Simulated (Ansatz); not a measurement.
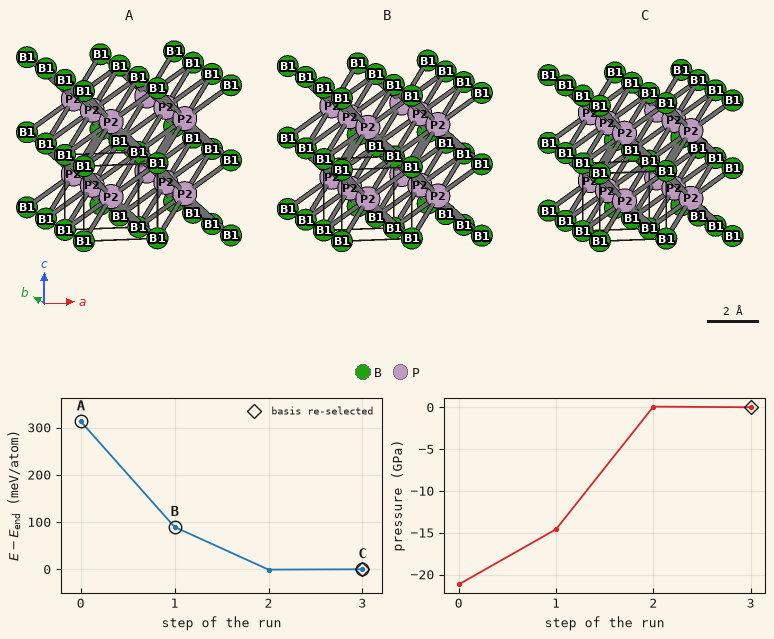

Frames of a relaxation of crystalline BP (a generated structure, set up in Pm-3m) (coarse preliminary run), marked on the history of the run. A ball-and-stick model of the cell of the calculation, repeated 2 × 3 × 2 with one cell outlined, seen slightly off an axis.

Computed with Ansatz, DFT PBE, scalar-relativistic, plane waves, PAW. Set-up: plane-wave cutoff 420 eV; k-point mesh 6 × 6 × 6; occupations gaussian; smearing width 0.1 eV; no spin polarisation; cell and atoms relaxed; force threshold 0.04 eV/Å; at most 70 steps.

Q: Describe the path.

A: No atom moves by more than 0.005 Å relative to the cell. Cell: a = b = c 3.028 → 2.733 Å (−9.8 %). Volume −26.5 %. Some distances before and after: B1–P2 2.622 → 2.367 Å. The space group stays Pm-3m (No. 221). The energy falls by 313 meV per atom in 2 accepted moves (3 points after the start). All forces vanish by symmetry, so only the cell relaxes. The pressure goes from −21.19 to 0.01 GPa. The SCF was repeated once at an unchanged geometry on a basis and grid sized afresh for the cell, which shifted the energy by 0.7 meV per atom at most. The run took 2.8 s on 1 thread of Intel(R) Xeon(R) Platinum 8259CL CPU @ 2.50GHz (Skylake/Cascade Lake), with other jobs on the host, peak memory 0.33 GiB. From step 0 to 1: volume −13.9 %, energy −223 meV per atom. From step 1 to 3: volume −14.6 %, energy −89.5 meV per atom.

| step | E − E(0), meV/atom | pressure, GPa | volume, Å³/atom | note |
| --- | --- | --- | --- | --- |
| 0 | 0.00 | -21.19 | 13.884 |  |
| 1 | -223.42 | -14.58 | 11.951 |  |
| 2 | -313.66 | 0.08 | 10.206 |  |
| 3 | -312.94 | 0.01 | 10.206 | same geometry, new basis |
